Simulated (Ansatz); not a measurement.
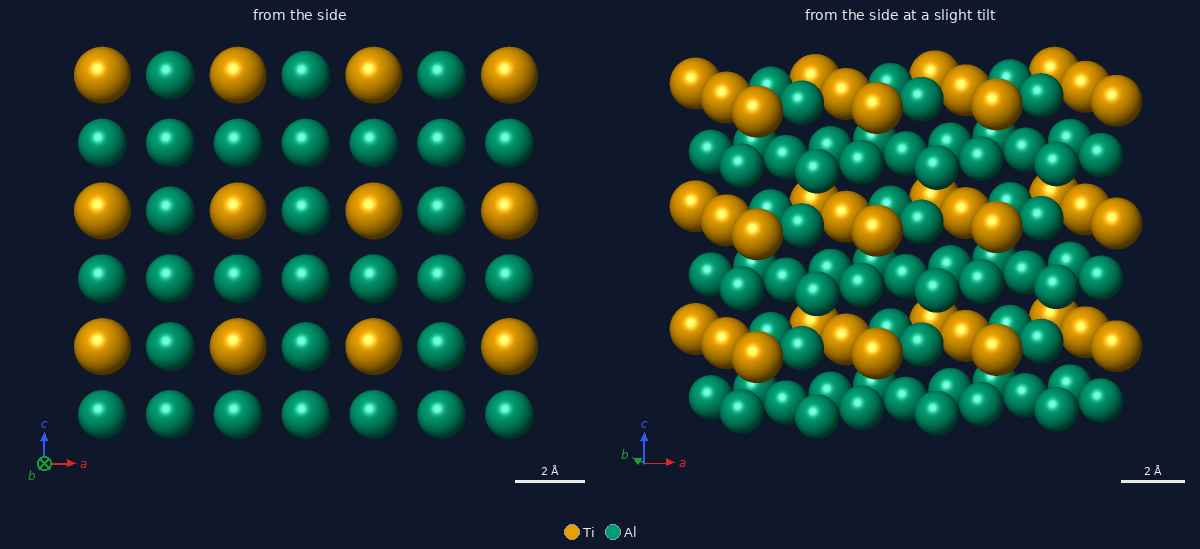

A spheres-only picture of a periodic slab, seen from the side and from the side at a slight tilt. The surface normal points up in side views; the vacuum is left out. 3×2 cells are drawn in the plane, with atoms at the edges repeated.

The cell holds 3 Ti, 9 Al.

Which elements lie outermost on each side?

Answer. The top face ends in Al and Ti, the bottom face in Al. The faces differ, so the slab can carry a dipole.

What height do the atoms span?

Answer. About 10 Å from the lowest to the highest atom.

What is the stacking of atomic planes, top to bottom?

Answer. Six planes: TiAl / Al / TiAl / Al / TiAl / Al.

Its origin is a structure listed in the Materials Project. The cell was then strained or its atoms displaced on purpose. It was run through Ansatz as a DFT input.

At this level of theory the run's own cell isn't at rest (forces up to 1.2 eV/Å), so its distances can differ from those at equilibrium, the more so the softer the solid.
